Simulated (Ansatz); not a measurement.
Consider CoSi (slab).

Input

```
crystal:
  lattice:
    - [4.3858255811, 0.0, 0.0]
    - [0.0, 4.3858255811, 0.0]
    - [0.0, 0.0, 24.6870215039]
  atoms:
    - { symbol: Co, position: [0.8543555341, 0.8543555341, 0.3038033567] }
    - { symbol: Si, position: [0.6566711557, 0.3433288443, 0.3057623269] }
    - { symbol: Si, position: [0.3433288443, 0.8433288443, 0.3389233976] }
    - { symbol: Co, position: [0.1456444659, 0.3543555341, 0.3408823677] }
    - { symbol: Co, position: [0.6456444659, 0.1456444659, 0.3926319256] }
    - { symbol: Si, position: [0.8433288443, 0.6566711557, 0.3945908958] }
    - { symbol: Si, position: [0.1566711557, 0.1566711557, 0.4277519665] }
    - { symbol: Co, position: [0.3543555341, 0.6456444659, 0.4297109366] }
    - { symbol: Co, position: [0.8543555341, 0.8543555341, 0.4814604945] }
    - { symbol: Si, position: [0.6566711557, 0.3433288443, 0.4834194646] }
    - { symbol: Si, position: [0.3433288443, 0.8433288443, 0.5165805354] }
    - { symbol: Co, position: [0.1456444659, 0.3543555341, 0.5185395055] }
    - { symbol: Co, position: [0.6456444659, 0.1456444659, 0.5702890634] }
    - { symbol: Si, position: [0.8433288443, 0.6566711557, 0.5722480335] }
    - { symbol: Si, position: [0.1566711557, 0.1566711557, 0.6054091042] }
    - { symbol: Co, position: [0.3543555341, 0.6456444659, 0.6073680744] }
    - { symbol: Co, position: [0.8543555341, 0.8543555341, 0.6591176323] }
    - { symbol: Si, position: [0.6566711557, 0.3433288443, 0.6610766024] }
    - { symbol: Si, position: [0.3433288443, 0.8433288443, 0.6942376731] }
    - { symbol: Co, position: [0.1456444659, 0.3543555341, 0.6961966433] }
basis:
  ecutwfc: 420
kpoints:
  mp_grid: { grid: [8, 8, 1] }
hamiltonian:
  xc: pbesol
scf:
  occupations: { method: gaussian, width: 0.1 }
output:
  forces: true
  stress: true
  eigenvalues: true
  write_density: true
  write_potential: true
  elf: true
  volumetric_format: npy
efield:
  axis: 3
  dipole_correction: true
```

Command:

```sh
ansatz run input.yaml --threads 2 --pin off --max-ram 5120MiB --backend cpu --events-out ev --progress --plain --runs-dir out
```

Not relaxed (largest force 1.3 eV/Å); computed without spin polarisation.

Computed with Ansatz, DFT PBEsol, scalar-relativistic, plane waves, PAW.

**Predict the valence pseudo-density and electron localisation function between the atoms.**

Co–Si (2.31 Å): the density is about 0.48 e/Å³ at the midpoint; the ELF peaks at about 0.65 in the valence shell of Si, 0.9 Å from its nucleus, and is about 0.45 at the midpoint.
Co–Si (2.40 Å): ρ is about 0.43 e/Å³ halfway; the ELF peaks at about 0.70 in the valence shell of Si, 0.9 Å from its nucleus, and is about 0.50 at the midpoint.

**Metal or insulator at this level of theory?**

It is gapless in this calculation (a metal or semimetal).

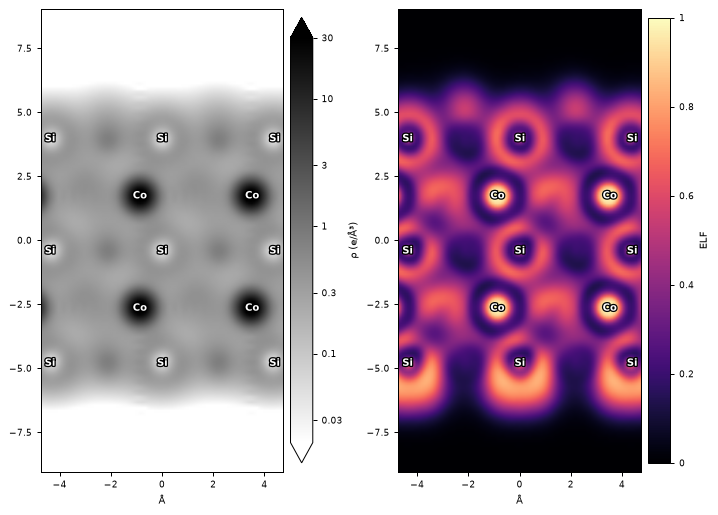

Computed valence pseudo-density and electron localisation function on the (100) plane of the calculation cell, a cut from vacuum to vacuum, in this order. Atoms just off the plane (Co, 0.9 Å away and Si, 0.8 Å away) can leave unmarked features too.

Core electrons are frozen (PAW), and the valence fields are smoothed inside the atomic spheres.
